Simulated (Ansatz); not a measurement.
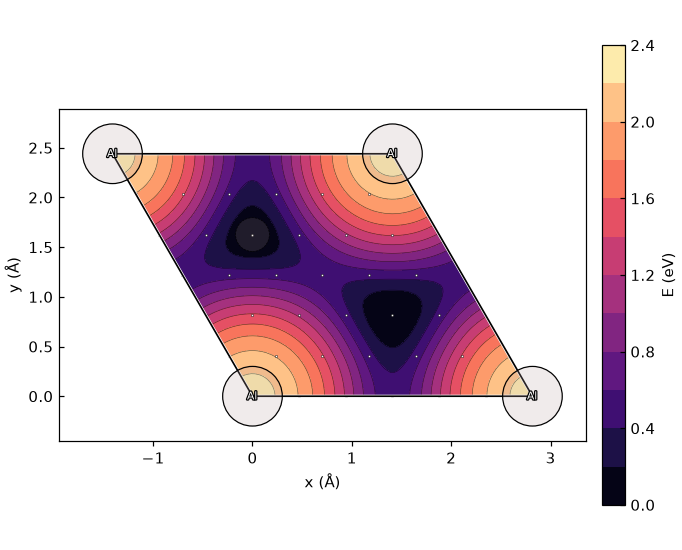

Pt on an Al(111) slab cut from the Fm-3m phase, its upper half relaxed before the scan (12 atoms of substrate and one adsorbate in a 2 × 2 cell). Pt is moved over the surface cell; relaxed at each place: the height of the adsorbate's atoms; substrate rigid; the origin of the map has the adsorbate above Al9. Places are given modulo a cell vector. The map is drawn in real space over the plane of the surface. The grid has 6 × 6 points; 10 points were computed and 26 follow by symmetry. Places are given in fractions of the 1 × 1 surface cell. All energies are given in eV relative to the lowest grid point. This map comes from Ansatz, DFT LDA, scalar-relativistic, plane waves, PAW. Settings: cutoff 420 eV, k-mesh 6×6×1, gaussian smearing 0.1 eV, no spin polarisation.

Drawn: filled contours, dots at the grid points, labelled circles for the atoms of the top layer and small ones for the second layer, the outline of one cell of the plane. Between grid points the surface is interpolated.

The lowest grid point is at a threefold hollow over a third-layer Al atom, (4/6, 2/6) of the cell vectors. A higher local minimum lies near a threefold hollow over a second-layer Al atom, (2/6, 4/6) of the cell vectors (0.032 eV above the lowest at that grid point). The highest grid point, the top site over a surface Al atom, (0/6, 0/6) of the cell vectors, lies 2.26 eV above the lowest. On the interpolated surface the easiest way out of the lowest well to the well at a threefold hollow over a second-layer Al atom, (2/6, 4/6) of the cell vectors passes a barrier of about 0.48 eV. At the lowest point the adsorbate has 3 Al at 2.34 Å as nearest neighbours, at the highest 1 Al at 2.16 Å. Its relaxed height above the top atom is 1.68 Å at the lowest and 2.16 Å at the highest point.

The level of theory is changed to DFT PBE, scalar-relativistic, plane waves, PAW in Ansatz; with it change the cell, relaxed at the new level (first cell vector 5.714 Å, before 5.634 Å).

### What will the new map look like?

The lowest place stays at a threefold hollow over a third-layer Al atom, (4/6, 2/6) of the cell vectors. The span from the lowest to the highest grid point shrinks from 2.26 to 2.04 eV. The easiest pass out of the lowest well goes from about 0.48 to about 0.43 eV on the interpolated surfaces. Higher wells of the new map: a threefold hollow over a second-layer Al atom, (2/6, 4/6) of the cell vectors, 0.038 eV up (that grid point lay 0.032 eV up before). In the new map: at the lowest point the adsorbate has 3 Al at 2.38 Å as nearest neighbours, at the highest 1 Al at 2.20 Å. Its relaxed height above the top atom is 1.72 Å at the lowest and 2.20 Å at the highest point.

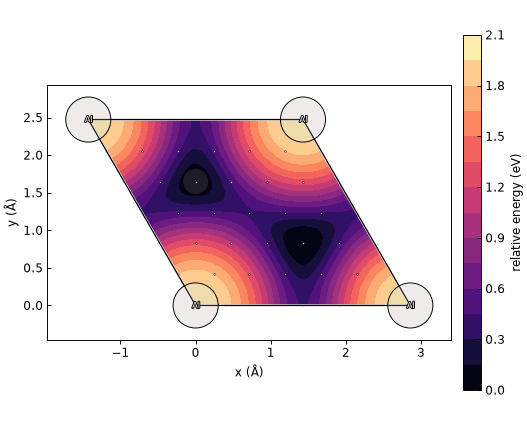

The map after the change, on a colour scale of its own. The picture shows filled contours, dots at the grid points, labelled circles for the atoms of the top layer and small ones for the second layer, the outline of one cell of the plane. Between grid points the surface is interpolated.

PAW datasets: the set soft_1.
